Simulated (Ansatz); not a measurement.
System: ZnS, space group F-43m (No. 216).

Input of the run:
```
crystal:
  lattice:
    - [0.0, 2.4435221264, 2.4435221264]
    - [2.4435221264, 0.0, 2.4435221264]
    - [2.4435221264, 2.4435221264, 0.0]
  atoms:
    - { symbol: Zn, position: [0.0, 0.0, 0.0] }
    - { symbol: S, position: [0.75, 0.75, 0.75] }
basis:
  ecutwfc: 420
kpoints:
  mp_grid: { grid: [10, 10, 10] }
hamiltonian:
  xc: pbesol
scf:
  occupations: { method: fixed }
output:
  eigenvalues: true
phonons:
  method: dfpt
  dielectric: true
  rigid_motions: translations
  eigenvectors: true
```

Command:
```bash
ansatz run input.yaml --threads 1 --pin off --max-ram 3072MiB --backend cpu --events-out ev --progress --plain --runs-dir out
```

Computed with Ansatz 0.2.0: optical phonons of an insulator on the approach to the zone centre along x, y and z with the field of polar modes, imaginary frequencies are negative, field response on a mesh refined by the program; plane waves with PAW datasets. Level: PBEsol, no spin polarisation.

wave cutoff 420 eV; k mesh 10×10×10; occupations fixed; pressure 40 GPa.

Predict the polar optical modes, transverse and longitudinal, approaching the zone centre along x.

The transverse (TO, twofold) lines lie at 431.6 and the longitudinal (LO) ones at 464.0 cm⁻¹, the same along x, y and z by the cubic symmetry.

```json
{"at": "x", "frequency (cm⁻¹)": "431.6", "degeneracy": "2", "dipole strength ((D/Å)²/amu)": "5.06"}
{"at": "x", "frequency (cm⁻¹)": "464.0", "degeneracy": "1", "dipole strength ((D/Å)²/amu)": "2.53"}
```

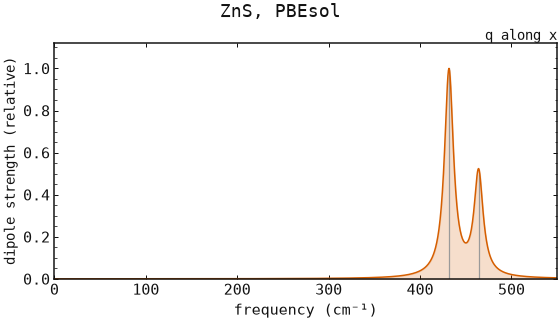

Lines are broadened by Lorentzians of 12 cm⁻¹ full width; the spectrum is scaled to its strongest line.
